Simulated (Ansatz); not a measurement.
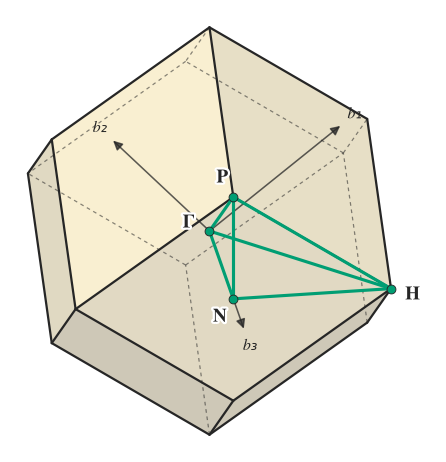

For Be, the end point of a relaxation with Ansatz, DFT PBE, scalar-relativistic, plane waves, PAW; the starting structure was generated, so it need not be a known form of this composition: the first Brillouin zone and its special points. The drawing is computed from the coordinates (standard cell, symmetry found to 0.002 Å).

Space group Im-3m, No. 229; a = 2.500 Å, b = 2.500 Å, c = 2.500 Å, α = 90.00°, β = 90.00°, γ = 90.00°.

Labels and path follow the convention of Hinuma et al. (2017), as computed by seekpath; the arrows show the directions of the reciprocal primitive vectors b₁, b₂, b₃, in which coordinates are given; lengths include the factor 2π.

> List the special points with their coordinates and distances from Γ.

```json
{"point": "Γ", "k₁": "0", "k₂": "0", "k₃": "0", "length of k (1/Å)": "0.000"}
{"point": "H", "k₁": "1/2", "k₂": "−1/2", "k₃": "1/2", "length of k (1/Å)": "2.513"}
{"point": "P", "k₁": "1/4", "k₂": "1/4", "k₃": "1/4", "length of k (1/Å)": "2.176"}
{"point": "N", "k₁": "0", "k₂": "0", "k₃": "1/2", "length of k (1/Å)": "1.777"}
```

> What is the zone's volume?

(2π)³ over the primitive cell's volume of 7.81 Å³: 31.7 Å⁻³.
